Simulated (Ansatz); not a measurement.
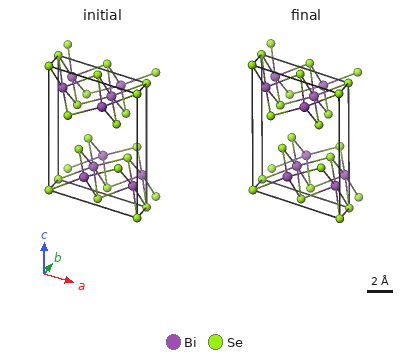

The structure of solid Bi₂Se₃ (set up in C2/m) before (left) and after (right) a relaxation, at one scale.

Style: ball-and-stick. Shown: the conventional cell (2 times the calculation's cell), repeated 1 × 2 × 1 with one cell outlined, slightly off an axis. Lengths and directions refer to the drawn axes.

Case: biaxial strain in the a-b plane of -6.0 %; c and atoms relaxed.

Computed with DFT PBE, scalar-relativistic, plane waves, PAW in Ansatz.

Input file:
```yaml
crystal:
  lattice:
    - [1.9689075859, 1.1367493248, 9.8743506922]
    - [-1.9689075859, 1.1367493248, 9.8743506922]
    - [0.0, -2.6172239224, 9.9139208355]
  atoms:
    - { symbol: Bi, position: [0.3980479346, 0.3980479346, 0.3978499423] }
    - { symbol: Bi, position: [0.6019520654, 0.6019520654, 0.6021500577] }
    - { symbol: Se, position: [0.0, 0.0, 0.0] }
    - { symbol: Se, position: [0.2143795059, 0.2143795059, 0.2200383961] }
    - { symbol: Se, position: [0.7856204941, 0.7856204941, 0.7799616039] }
basis:
  ecutwfc: 420
kpoints:
  mp_grid: { grid: [6, 6, 6] }
hamiltonian:
  xc: pbe
scf:
  occupations: { method: gaussian, width: 0.02 }
output:
  forces: true
  stress: true
  eigenvalues: true
  write_density: true
  write_potential: true
  elf: true
  volumetric_format: npy
relax:
  adjacent_minimum: "off"
  f_tol: 0.008
  max_steps: 40
  cell: { stress_tol: 0.015, fix: [a, b, gamma] }
```

Command:
```bash
ansatz run input.yaml --threads 1 --pin off --max-ram 2560MiB --backend cpu --events-out ev --progress --plain --runs-dir out
```

Q: What changed between the two?

A: The largest moves relative to the cell, 0.076 Å, are those of Se4 and Se5. Se5 goes along [1 0 3]. Largest moves by element: Se 0.076 Å, Bi 0.038 Å. The drawn cell changes as follows: a 7.508 → 7.428 Å (−1.1 %), b unchanged at 3.938 Å, c 10.254 → 10.333 Å (+0.8 %), β 105.4° → 106.5°; the volume changes by −0.8 %. Some distances before and after: Bi1–Se3 3.037 → 3.081 Å, Bi1–Se3 (another image) 3.120 → 3.085 Å, Bi1–Se5 2.813 → 2.846 Å, Bi1–Se5 (another image) 2.929 → 2.899 Å. The space group stays C2/m (No. 12). The energy falls by 8.4 meV per atom in 5 accepted moves (6 points after the start). Largest force component: 0.27 eV/Å at the start, 0.0029 eV/Å at the end. Pressure: 2.60 GPa at the start and 1.82 GPa at the end. At 1 point the geometry stayed and the basis and grid were re-selected for the new cell (energy shift of less than 0.05 meV per atom at most each time). Cost: 110 s on 1 thread of Intel(R) Xeon(R) 6975P-C (Granite Rapids) (shared host), peak memory 0.7 GiB.

Limits of the set-up: layers or molecules are held without a dispersion correction, so their spacing is unreliable.
